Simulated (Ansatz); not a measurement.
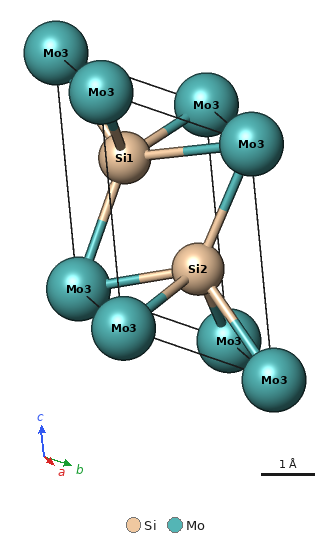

The structure as given in the input (ball-and-stick view of the reduced cell, seen slightly off an axis; atoms are numbered from 1 in the order of the input). An atom can appear more than once, as a periodic image.

**Two runs on MoSi2**

System: MoSi2 (Cm, 3 atoms in the cell).
Method of run 1: DFT PBE, scalar-relativistic, plane waves, PAW, PAW set soft_1, no spin polarisation (Ansatz 0.2.0).

The structure derives from an entry of the Crystallography Open Database. Text and figures count atoms from 1; the logs count them from 0 in places.

## The input, run 1
```yaml
crystal:
  lattice:
    - [-1.6084858705, 1.6084858705, 3.9366136217]
    - [1.6084858705, -1.6084858705, 3.9366136217]
    - [1.6084858705, 1.6084858705, -3.9366136217]
  atoms:
    - { symbol: Si, position: [0.3350971189, 0.2727092535, -0.0623878654] }
    - { symbol: Si, position: [0.6649028811, 0.6271966127, -0.0377062684] }
    - { symbol: Mo, position: [0.0, 0.0292980068, 0.0292980068] }
basis:
  ecutwfc: 420
kpoints:
  mp_grid: { grid: [18, 18, 18] }
hamiltonian:
  xc: pbe
  pseudopotentials: { kind: paw, azcp: { folder: soft_1 } }
scf:
  occupations: { method: gaussian, width: 0.15 }
output:
  forces: true
  stress: true
  eigenvalues: true
  write_density: true
  write_potential: true
  elf: true
  volumetric_format: npy
```

Launched with:
```bash
ansatz run input.yaml --threads 2 --pin off --max-ram 4096MiB --backend cpu --events-out ev --progress --plain --runs-dir out
```

Hardware: 2 threads of Arm Neoverse V2, 24 GiB of memory available, shared host.

## Output, shortened to warnings, some set-up lines, iterations and results (run 1)
```
Basis set: ecut = 420 eV, 793 PW (Γ), exchange–correlation on 64×64×64 points (8 copies of the dense FFT grid, shifted against one another)
Symmetry: 2 space group operations
k-points: 1550 of 5832 (time reversal used)
Initial density: superposition of atomic densities (chi_scale 0.1, normalization cell, long waves kept (reshape's long-wave potential 0.00 eV rms))
[...]
SCF iter   1: F=—  HF=-6230.021034 eV  |F-HF|=—  |Δ(HF+E_count)|=         —  Δρ=9.11e-2  dr2=5.00e0  ethr=3.10e-3  ⟨swp⟩=5.4  Hψ=134668  notcnv=0
SCF iter   2: F=—  HF=-6228.911974 eV  |F-HF|=—  |Δ(HF+E_count)|=    1.11e0  Δρ=3.19e-2  dr2=3.19e-1  ethr=3.10e-3  ⟨swp⟩=2.4  Hψ=58073  notcnv=0
SCF iter   3: F=—  HF=-6228.857799 eV  |F-HF|=—  |Δ(HF+E_count)|=   5.42e-2  Δρ=1.55e-2  dr2=7.80e-2  ethr=1.45e-3  ⟨swp⟩=2.8  Hψ=36198  notcnv=0
SCF iter   4: F=—  HF=-6228.842245 eV  |F-HF|=—  |Δ(HF+E_count)|=   1.56e-2  Δρ=2.39e-3  dr2=2.61e-3  ethr=3.55e-4  ⟨swp⟩=2.6  Hψ=35957  notcnv=0
SCF iter   5: F=—  HF=-6228.841638 eV  |F-HF|=—  |Δ(HF+E_count)|=   6.07e-4  Δρ=3.81e-4  dr2=1.07e-4  ethr=1.18e-5  ⟨swp⟩=2.7  Hψ=37818  notcnv=0
SCF iter   6: F=—  HF=-6228.841618 eV  |F-HF|=—  |Δ(HF+E_count)|=   2.03e-5  Δρ=3.54e-5  dr2=6.17e-7  ethr=4.88e-7  ⟨swp⟩=2.3  Hψ=30667  notcnv=0
SCF iter   7: F=—  HF=-6228.841629 eV  |F-HF|=—  |Δ(HF+E_count)|=   1.16e-5  Δρ=6.64e-6  dr2=1.98e-8  ethr=4.55e-10  ⟨swp⟩=9.8  Hψ=169862  notcnv=0
SCF iter   8: F=-6228.841629 eV  HF=-6228.841629 eV  |F-HF|=1.46e-10  |Δ(HF+E_count)|=   2.02e-9  Δρ=9.21e-7  dr2=3.74e-10  ethr=9.01e-11  ⟨swp⟩=4.8  Hψ=117513  notcnv=0
SCF 1 converged in 8 iterations: F = -6228.841629 eV  dr2 = 3.74e-10
SCF converged after 8 iterations
Free energy (F): -6228.841629 eV
Harris-Foulkes:  -6228.841629 eV  (|F-HF|=1.46e-10)
Internal energy: -6228.838761 eV  (E = F + TS)
E sigma→0 (E₀):  -6228.840195 eV
Entropy (-TS):   -0.002868 eV (-0.956 meV/atom)
Fermi energy:    15.699243 eV
--- Per-component energies (eV) ---
  E_band       = -51.618587
  E_kinetic    = 512.388867
  E_local      = -1147.946173  (includes V_loc(G=0)·N_el)
  E_nonlocal   = 193.011161
  E_hartree    = 437.544643
  E_xc         = -293.314745
  E_vxc        = -320.947719  (∫ρ·V_xc dr)
  E_paw        = -4235.179078  (= ΣΔE_a)
  E_vpaw       = -163.214010  (= ΣTr[D̂ρ^β])
  E_aug_tail   = 0.000123  (compensation charges beyond the density's cutoff)
  E_ewald      = -1695.343558
  E_smearing   = -0.002868  (= −TS)
  E_closure    = 0.000000  (closes the sum)
  Σ components = -6228.841629   (vs F -6228.841629, Δ=0.00e0)
--- Forces (eV/Å), atoms counted from 1 ---
  atom   1  Si     1.60899080     0.00000000    -0.50227031
  atom   2  Si     0.77891265     0.00000000     0.18559281
  atom   3  Mo    -2.38789802     0.00000000     0.31667698
  max |Σ_I F_I| component: 5.43e-6 eV/Å
--- Stress (GPa, compression-positive) ---
        3.335379       0.000000      -0.488151
        0.000000       7.000176       0.000000
       -0.488151       0.000000       3.412719
  P = ⅓ Tr σ = 4.5828 GPa (45.828 kbar)
```

For run 2 the input was changed thus:
```diff
-basis:
-  ecutwfc: 420
-  mp_grid: { grid: [18, 18, 18] }
+  mp_grid: { grid: [6, 6, 6], shift: [0.5, 0.5, 0.5] }
+  initial_density: { chi_scale: 0.1 }
-  write_density: true
-  write_potential: true
-  elf: true
-  volumetric_format: npy
```

How does run 2 compare with run 1?

The free energy of run 2 is 0.11 meV per atom lower, the joint effect of these numerical settings, which can't be told apart here. The number of SCF iterations is the same. The irreducible k-points go from 1550 to 66.

## Output, shortened to warnings, some set-up lines, iterations and results (run 2)
```
Basis set: ecut = 420 eV, 793 PW (Γ), exchange–correlation on 64×64×64 points (8 copies of the dense FFT grid, shifted against one another)
Symmetry: 2 space group operations
k-points: 66 of 216 (time reversal used)
Initial density: superposition of atomic densities (chi_scale 0.1, normalization cell, long waves kept (reshape's long-wave potential 0.00 eV rms))
[...]
SCF iter   1: F=—  HF=-6230.013976 eV  |F-HF|=—  |Δ(HF+E_count)|=         —  Δρ=9.07e-2  dr2=4.94e0  ethr=3.10e-3  ⟨swp⟩=5.3  Hψ=5709  notcnv=0
SCF iter   2: F=—  HF=-6228.888897 eV  |F-HF|=—  |Δ(HF+E_count)|=    1.13e0  Δρ=2.76e-2  dr2=2.32e-1  ethr=3.10e-3  ⟨swp⟩=2.5  Hψ=2549  notcnv=0
SCF iter   3: F=—  HF=-6228.843021 eV  |F-HF|=—  |Δ(HF+E_count)|=   4.59e-2  Δρ=8.23e-3  dr2=1.19e-2  ethr=1.06e-3  ⟨swp⟩=2.3  Hψ=1488  notcnv=0
SCF iter   4: F=—  HF=-6228.842123 eV  |F-HF|=—  |Δ(HF+E_count)|=   8.98e-4  Δρ=9.88e-4  dr2=7.24e-4  ethr=5.39e-5  ⟨swp⟩=2.0  Hψ=1620  notcnv=0
SCF iter   5: F=—  HF=-6228.841945 eV  |F-HF|=—  |Δ(HF+E_count)|=   1.78e-4  Δρ=2.63e-4  dr2=2.23e-5  ethr=3.29e-6  ⟨swp⟩=2.3  Hψ=1460  notcnv=0
SCF iter   6: F=—  HF=-6228.841956 eV  |F-HF|=—  |Δ(HF+E_count)|=   1.11e-5  Δρ=8.09e-5  dr2=3.63e-6  ethr=1.02e-7  ⟨swp⟩=2.2  Hψ=1560  notcnv=0
SCF iter   7: F=—  HF=-6228.841955 eV  |F-HF|=—  |Δ(HF+E_count)|=   7.30e-7  Δρ=2.86e-5  dr2=2.25e-7  ethr=1.65e-8  ⟨swp⟩=2.1  Hψ=1380  notcnv=0
SCF iter   8: F=-6228.841955 eV  HF=-6228.841955 eV  |F-HF|=7.07e-9  |Δ(HF+E_count)|=  8.06e-10  Δρ=5.17e-6  dr2=1.06e-8  ethr=4.55e-10  ⟨swp⟩=4.7  Hψ=3994  notcnv=0
SCF 1 converged in 8 iterations: F = -6228.841955 eV  dr2 = 1.06e-8
SCF converged after 8 iterations
Free energy (F): -6228.841955 eV
Harris-Foulkes:  -6228.841955 eV  (|F-HF|=7.07e-9)
Internal energy: -6228.839099 eV  (E = F + TS)
E sigma→0 (E₀):  -6228.840527 eV
Entropy (-TS):   -0.002856 eV (-0.952 meV/atom)
Fermi energy:    15.790879 eV
--- Per-component energies (eV) ---
  E_band       = -51.619231
  E_kinetic    = 512.383181
  E_local      = -1147.939169  (includes V_loc(G=0)·N_el)
  E_nonlocal   = 193.011371
  E_hartree    = 437.539262
  E_xc         = -293.311688
  E_vxc        = -320.943965  (∫ρ·V_xc dr)
  E_paw        = -4235.178621  (= ΣΔE_a)
  E_vpaw       = -163.213087  (= ΣTr[D̂ρ^β])
  E_aug_tail   = 0.000123  (compensation charges beyond the density's cutoff)
  E_ewald      = -1695.343558
  E_smearing   = -0.002856  (= −TS)
  E_closure    = -0.000000  (closes the sum)
  Σ components = -6228.841955   (vs F -6228.841955, Δ=0.00e0)
--- Forces (eV/Å), atoms counted from 1 ---
  atom   1  Si     1.61190402     0.00000000    -0.52264504
  atom   2  Si     0.78486051     0.00000000     0.20662772
  atom   3  Mo    -2.39672744     0.00000000     0.31600713
  max |Σ_I F_I| component: 3.71e-5 eV/Å
--- Stress (GPa, compression-positive) ---
        3.095621       0.000000      -0.490394
        0.000000       7.009173       0.000000
       -0.490394       0.000000       3.578883
  P = ⅓ Tr σ = 4.5612 GPa (45.612 kbar)
```

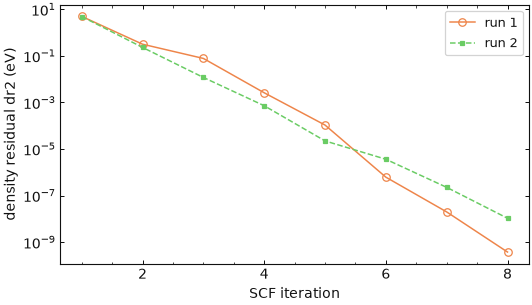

Convergence of the two runs: density residual dr2 against the SCF iteration. Run 1 takes 8 iterations in all, and run 2 takes 8.

## The two runs side by side

```tsv
quantity	run 1	run 2
outcome	converged	converged
free energy per atom (eV)	−2076.2805	−2076.2807
energy per atom, smearing taken to zero (eV)	−2076.2801	−2076.2802
gap on the mesh (eV)	0.00	0.00
pressure (GPa)	4.58	4.56
largest force (eV/Å)	2.409	2.417
SCF iterations	8	8
irreducible k-points	1550	66
plane waves at Γ	793	793
wall time (shared host)	60 s	1.9 s
```

For run 2: These settings are looser than, or depart from, a standard set-up, so the numbers are not reference values for this system.
